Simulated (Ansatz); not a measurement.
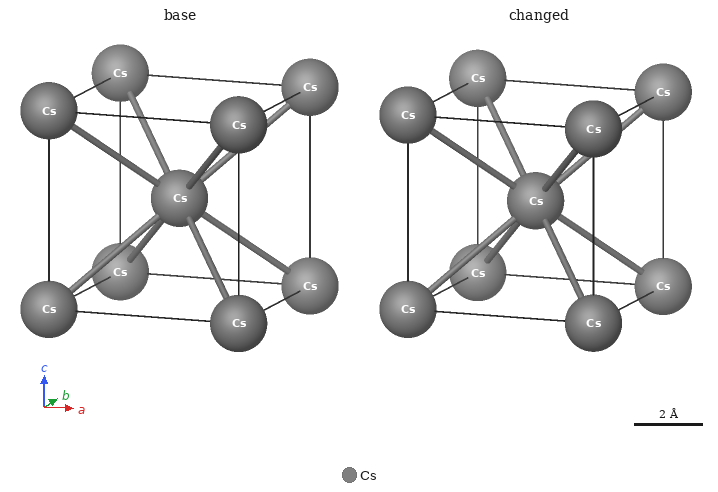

Left: a symmetric starting cell of Cs. Right: the same structure after one change, at the same scale. A ball-and-stick model of the conventional cell (2 times the calculation's cell), seen slightly off an axis. Lengths and directions refer to the drawn axes.

The calculation used Ansatz, DFT PBEsol, scalar-relativistic, plane waves, PAW. (plane-wave cutoff 420 eV; k-point mesh 10 × 10 × 10; occupations gaussian; smearing width 0.1 eV; no spin polarisation)

### What distinguishes the right structure from the left one?

All lengths are scaled by −2.2 % (volume −6.5 %), the atoms keeping their fractional coordinates. No relaxation follows. The starting cell wasn't computed here and needn't be at equilibrium, so pressure and forces aren't due to the change alone.

### And its effect?

The pressure is 0.1 GPa (not all of it need come from the change, since the unchanged cell can be under pressure at this level too). All forces vanish by symmetry. Some distances before and after: Cs–Cs 5.235 → 5.120 Å. The space group stays Im-3m (No. 229).
